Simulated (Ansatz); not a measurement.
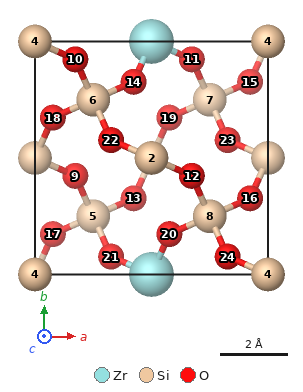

Starting structure of a defect cell of composition ZrSi₇O₁₆. The picture is a ball-and-stick view of the cell of the calculation, seen along the c axis.

All numbers below come from DFT PBEsol, scalar-relativistic, plane waves, PAW in Ansatz 0.2.0.

Input file:
```yaml
crystal:
  lattice:
    - [4.981749744, 4.981749744, 0.0]
    - [4.981749744, -4.981749744, 0.0]
    - [0.0, 0.0, -7.3354252818]
  atoms:
    - { symbol: Zr, position: [0.5, 0.0, 0.5] }
    - { symbol: Si, position: [0.5, 0.5, 0.0] }
    - { symbol: Si, position: [0.0, 0.5, 0.5] }
    - { symbol: Si, position: [0.0, 0.0, 0.0] }
    - { symbol: Si, position: [0.25, 0.25, 0.25] }
    - { symbol: Si, position: [0.25, 0.75, 0.75] }
    - { symbol: Si, position: [0.75, 0.75, 0.25] }
    - { symbol: Si, position: [0.75, 0.25, 0.75] }
    - { symbol: O, position: [0.1732143199, 0.4232143199, 0.375] }
    - { symbol: O, position: [0.1732143199, 0.9232143199, 0.875] }
    - { symbol: O, position: [0.6732143199, 0.9232143199, 0.375] }
    - { symbol: O, position: [0.6732143199, 0.4232143199, 0.875] }
    - { symbol: O, position: [0.4232143199, 0.3267856801, 0.125] }
    - { symbol: O, position: [0.4232143199, 0.8267856801, 0.625] }
    - { symbol: O, position: [0.9232143199, 0.8267856801, 0.125] }
    - { symbol: O, position: [0.9232143199, 0.3267856801, 0.625] }
    - { symbol: O, position: [0.0767856801, 0.1732143199, 0.125] }
    - { symbol: O, position: [0.0767856801, 0.6732143199, 0.625] }
    - { symbol: O, position: [0.5767856801, 0.6732143199, 0.125] }
    - { symbol: O, position: [0.5767856801, 0.1732143199, 0.625] }
    - { symbol: O, position: [0.3267856801, 0.0767856801, 0.375] }
    - { symbol: O, position: [0.3267856801, 0.5767856801, 0.875] }
    - { symbol: O, position: [0.8267856801, 0.5767856801, 0.375] }
    - { symbol: O, position: [0.8267856801, 0.0767856801, 0.875] }
  host:
    lattice:
      - [-2.490874872, 2.490874872, 3.6677126409]
      - [2.490874872, -2.490874872, 3.6677126409]
      - [2.490874872, 2.490874872, -3.6677126409]
    atoms:
      - { symbol: Si, position: [0.0, 0.0, 0.0] }
      - { symbol: Si, position: [0.75, 0.25, 0.5] }
      - { symbol: O, position: [0.375, 0.2214286398, 0.3464286398] }
      - { symbol: O, position: [0.9714286398, 0.625, 0.8464286398] }
      - { symbol: O, position: [0.7785713602, 0.125, 0.1535713602] }
      - { symbol: O, position: [0.875, 0.0285713602, 0.6535713602] }
basis:
  ecutwfc: 420
  xc_grid: 2
kpoints:
  mp_grid: { grid: [2, 2, 2], shift: [0.5, 0.5, 0.5] }
hamiltonian:
  xc: pbesol
scf:
  occupations: { method: gaussian, width: 0.02 }
output:
  forces: true
  stress: false
  eigenvalues: true
  charged_corrections: { defect_position: [0.5, 0.0, 0.5] }
  write_density: true
  write_potential: true
  elf: true
  volumetric_format: npy
relax:
  adjacent_minimum: "off"
  f_tol: 0.03
  max_steps: 40
```

Command:
```bash
ansatz run input.yaml --threads 8 --pin off --max-ram 16384MiB --backend cpu --events-out ev --progress --plain --runs-dir out
```

> Where does the relaxation end?

The energy falls by 9.678 eV per cell of the calculation in 5 geometry steps. The largest force component goes from 15 to 0.023 eV/Å. The largest moves, 0.42 Å, are those of O11, O14, O20 and O21. O21 goes along [−2 −1 −1]. By element the largest moves are O 0.42 Å, Si 0.19 Å. Zr stays in place. The lattice vectors keep their values. Near-neighbour distances that change, for instance: Zr1–O11 1.619 → 1.940 Å, Si3–O16 1.619 → 1.611 Å, Si2–O12 1.619 → 1.627 Å. Bond angles that change, for instance: Zr1–O21–Si5 145.5° → 128.6°, Si2–O13–Si5 145.5° → 138.2°, Si2–O12–Si8 145.5° → 138.5°. The run took 7.9 s on 8 threads of Arm Neoverse V2, on a shared host, peak memory 0.52 GiB.

The end point in the same view:

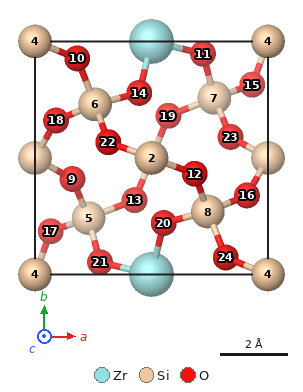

Limits of the set-up: the periodic images lie only 7.0 Å apart, so the values are limited by the cell's size.
